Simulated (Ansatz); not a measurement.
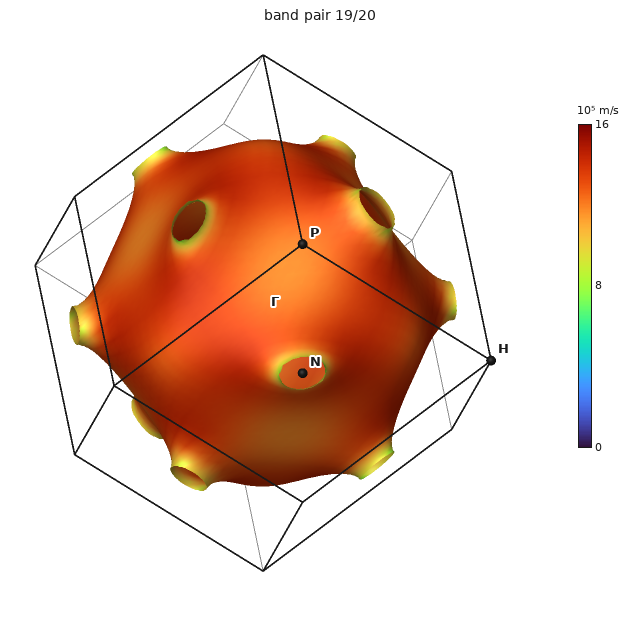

Fermi surface of Au in space group Im-3m, coloured by the Fermi speed.

Theory: Ansatz, DFT PBE, spin-orbit coupling, plane waves, PAW; levels and slopes on a dense k mesh at the converged density. Non-magnetic. With an inversion centre and no moment every band is doubly degenerate; a pair is shown and named once. k mesh for the levels: 28×28×28. The geometry was not relaxed (residual pressure −3 GPa). The cell comes from a database of computed structures, not from a measurement.

**Give the range and mean of the Fermi speed for each band.**

Band pair 19/20: 11 to 14 × 10⁵ m/s over most of the sheet, 13 × 10⁵ m/s on average over states.
